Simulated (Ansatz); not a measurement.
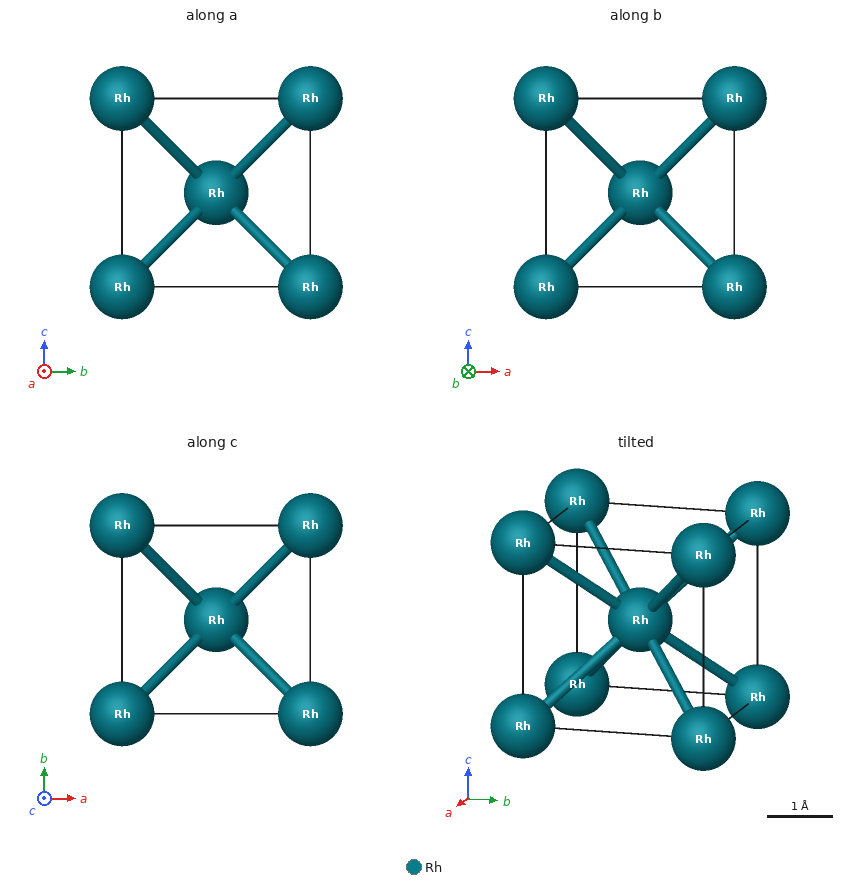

Crystal structure, ball-and-stick style, seen along the a axis, along the b axis, along the c axis and slightly off an axis. The frame is the conventional unit cell; atoms at its boundary are shown with their periodic copies.

Lattice parameters: a = 2.9173 Å, b = 2.9173 Å, c = 2.9173 Å, α = 90.000°, β = 90.000°, γ = 90.000°.

> Turn the picture into a CIF with its space group and independent sites.

```cif
data_structure
_symmetry_space_group_name_H-M 'I m -3 m'
_symmetry_Int_Tables_number 229
_cell_length_a 2.9173
_cell_length_b 2.9173
_cell_length_c 2.9173
_cell_angle_alpha 90.000
_cell_angle_beta 90.000
_cell_angle_gamma 90.000
_cell_volume 24.83
loop_
_atom_site_label
_atom_site_type_symbol
_atom_site_symmetry_multiplicity
_atom_site_Wyckoff_symbol
_atom_site_fract_x
_atom_site_fract_y
_atom_site_fract_z
_atom_site_occupancy
Rh1 Rh 2 a 0.0000 0.0000 0.0000 1
```

The structure comes from a structure type filled with this element by a generator (whether the element takes this form wasn't checked). Earlier steps of the study may have refined or changed the cell and positions. It went into a calculation with Ansatz.

At this level of theory the cell isn't at rest (compressed, at 45 GPa), so its distances can differ from those at equilibrium, the more so the softer the solid.
